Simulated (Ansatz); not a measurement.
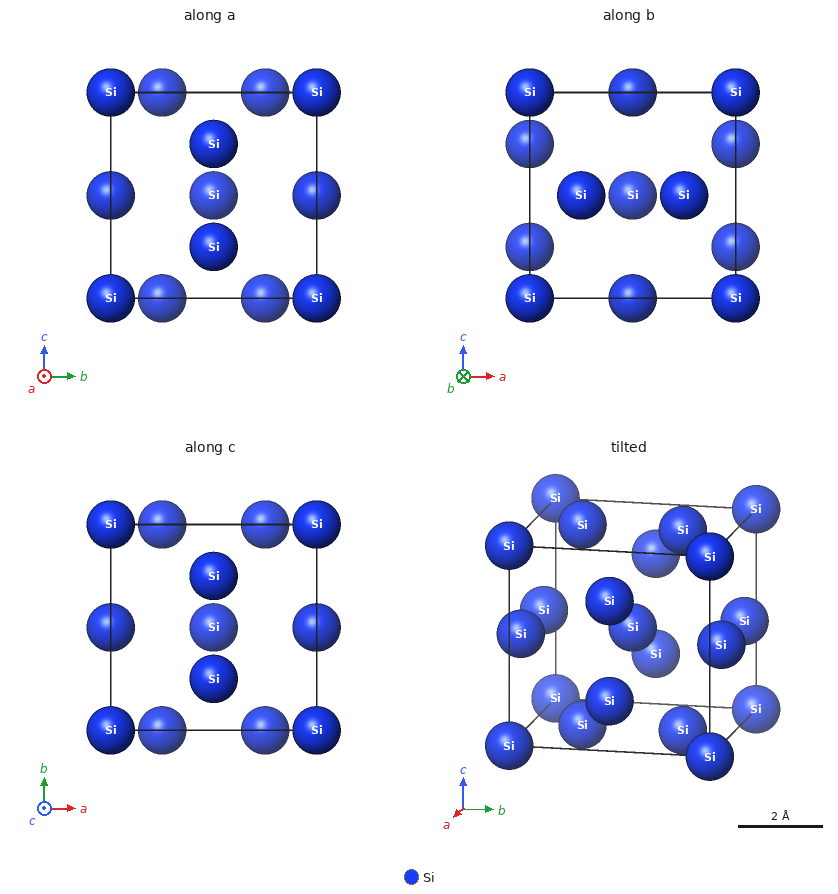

A spheres-only rendering, viewed along the a axis, along the b axis, along the c axis and slightly off an axis. Atoms at the boundary of the conventional unit cell (the box) are drawn once for each face, edge or corner they touch.

Lattice parameters: a = 4.9309 Å, b = 4.9309 Å, c = 4.9309 Å, α = 90.000°, β = 90.000°, γ = 90.000°.

> Write down what is shown as a CIF in P1 with every atom of the cell.

```cif
data_structure
_symmetry_space_group_name_H-M 'P 1'
_symmetry_Int_Tables_number 1
_cell_length_a 4.9309
_cell_length_b 4.9309
_cell_length_c 4.9309
_cell_angle_alpha 90.000
_cell_angle_beta 90.000
_cell_angle_gamma 90.000
_cell_volume 119.89
loop_
_atom_site_label
_atom_site_type_symbol
_atom_site_fract_x
_atom_site_fract_y
_atom_site_fract_z
_atom_site_occupancy
Si1 Si 0.0000 0.0000 0.0000 1
Si2 Si 0.5000 0.5000 0.5000 1
Si3 Si 0.2500 0.0000 0.5000 1
Si4 Si 0.7500 0.0000 0.5000 1
Si5 Si 0.5000 0.2500 0.0000 1
Si6 Si 0.5000 0.7500 0.0000 1
Si7 Si 0.0000 0.5000 0.2500 1
Si8 Si 0.0000 0.5000 0.7500 1
```

Provenance: a structure type filled with this element by a generator (whether the element takes this form wasn't checked). The final geometry of a relaxation with Ansatz 0.2.0, DFT, revPBE, plane waves (420 eV) with PAW, scalar-relativistic is shown.
